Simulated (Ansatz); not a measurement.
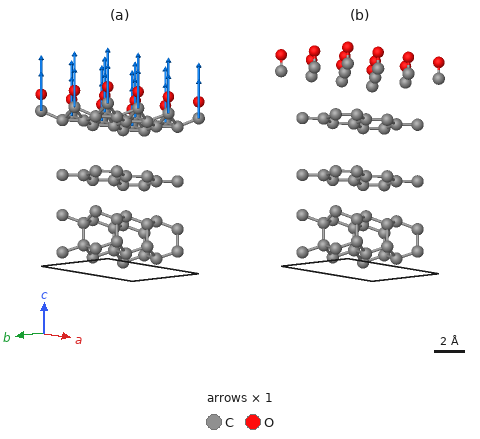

The structure of a slab of composition C9O before (left) and after (right) a constrained relaxation, at one scale. The blue arrows give the displacements, at their true length.

A ball-and-stick model of the 3 × 2 repeat of the cell, outlined in the plane, without the vacuum, seen from a free direction.

4 atoms are held fixed.

Computed with DFT PBEsol, scalar-relativistic, plane waves, PAW; settings changed in Ansatz.

The input:
```yaml
crystal:
  lattice:
    - [2.4988149563, 0.0, 0.0]
    - [-1.2494074781, 2.1640372315, 0.0]
    - [0.0, 0.0, 26.913868273]
  atoms:
    - { symbol: C, position: [0.3333333333, 0.6666666667, 0.3158223082] }
    - { symbol: C, position: [0.6666666667, 0.3333333333, 0.3352403554] }
    - { symbol: C, position: [0.6666666667, 0.3333333333, 0.3931214097] }
    - { symbol: C, position: [0.3333333333, 0.6666666667, 0.4125394569] }
    - { symbol: C, position: [0.3333333333, 0.6666666667, 0.5167168261] }
    - { symbol: C, position: [0.6666666667, 0.3333333333, 0.5172769455] }
    - { symbol: C, position: [0.6666666667, 0.3333333333, 0.6591257093] }
    - { symbol: C, position: [0.3333333333, 0.6666666667, 0.6591290259] }
    - { symbol: C, position: [0.0, 0.0, 0.6821654766] }
    - { symbol: O, position: [0.0, 0.0, 0.7248943771] }
basis:
  ecutwfc: 420
kpoints:
  mp_grid: { grid: [12, 12, 1] }
hamiltonian:
  xc: pbesol
scf:
  occupations: { method: gaussian, width: 0.05 }
  initial_density: { chi_scale: 0.0 }
output:
  forces: true
  eigenvalues: true
relax:
  adjacent_minimum: "off"
  f_tol: 0.03
  max_steps: 70
  constraints: [{ sites: [0, 1, 2, 3] }]
efield:
  axis: 3
  dipole_correction: true
  ramp_width: 0.04
```

Run as
```bash
ansatz run input.yaml --threads 2 --pin off --max-ram 5120MiB --backend cpu --events-out ev --progress --plain --runs-dir out
```

**What changed between the two?**

After 18 geometry steps the energy has fallen by 11.533 eV per cell of the calculation. Largest force component: 9.4 eV/Å at the start, 0.0062 eV/Å at the end. The largest moves, 2.77 Å, are those of C9 and O10. C9 goes along the normal (+c). Largest moves by element: C 2.77 Å, O 2.75 Å. The lattice vectors keep their values. Among the contacts that change: C7–C9 1.570 → 3.556 Å, C9–O10 1.150 → 1.133 Å. Bonds break, among them: C7–C9 (1.57 → 3.56 Å), C8–C9 (1.57 → 3.56 Å). The run may lie on a higher electronic state than the lowest, so the end point isn't shown to be the ground-state structure. Cost: 51 s on 2 threads of Intel(R) Xeon(R) 6975P-C (Granite Rapids), on a shared host, peak memory 0.44 GiB.
